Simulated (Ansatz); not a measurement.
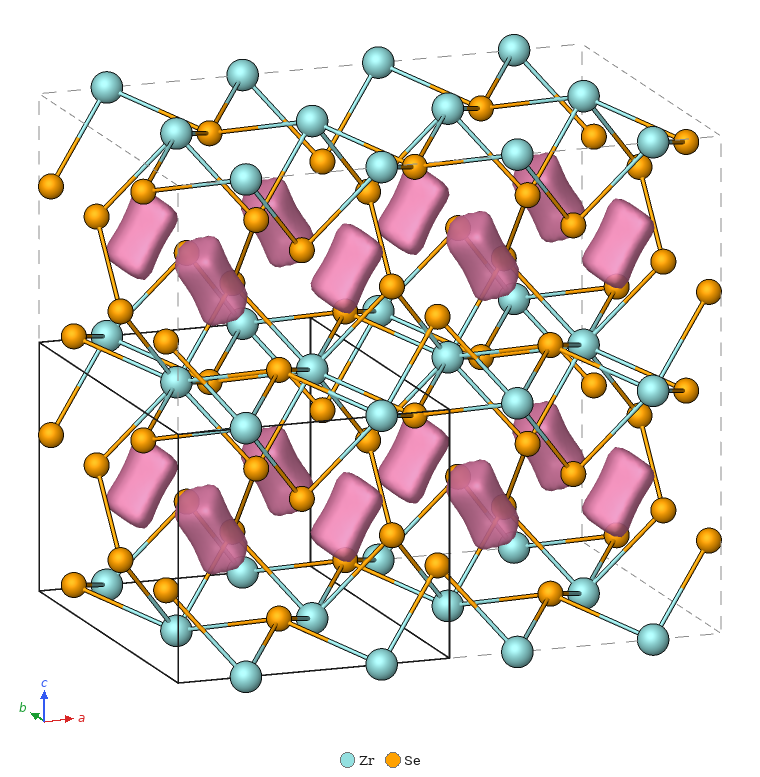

Crystal voids of ZrSe$_{3}$ in space group Cmme: the pink surface encloses the regions where the procrystal electron density, the sum of the densities of spherically averaged neutral Hartree-Fock atoms, is below 0.007 e/bohr³ (2×1×2 cells, view slightly off an axis). No self-consistent density enters. Pale faces close the region where the drawn box cuts it. From Rb on the atoms have core potentials, so only their outer electrons count. The usual level for crystal voids is 0.002 e/bohr³; this crystal has almost no region below it, so a higher level is used, which marks the interstitial space of lowest density.

Source of the atomic positions: the geometry relaxed with DFT, r2SCAN+rVV10, plane waves, PAW (Ansatz 0.2.0).

Space group Cmme (No. 67). a = 6.664 Å, b = 9.178 Å, c = 5.904 Å, α = 90.00°, β = 90.00°, γ = 90.00°
| atom | site | symmetry | x | y | z |
| --- | --- | --- | --- | --- | --- |
| Zr | 4a | 222 | 0.7500 | 0.0000 | 0.0000 |
| Se | 4g | mm2 | 0.5000 | 0.7500 | 0.8833 |
| Se | 8m | m.. | 0.5000 | 0.9141 | 0.3412 |

**What share of the cell is void by this measure?**

The voids take about 2.9 % of the cell (11 Å³ of 361.1 Å³) and are bounded by about 42 Å² of surface per cell.

**What shape does the empty space take in three dimensions?**

They are isolated pockets that do not connect across cells.

**How low does the density fall, and where?**

To about 0.0039 e/bohr³ near 0.25, 0.25, 0.50 (fractional), 2.4 Å from the nearest nucleus.

**At what density do the voids first join through the crystal?**

At about 0.011 e/bohr³, as a two-dimensional network in layers parallel to (001).
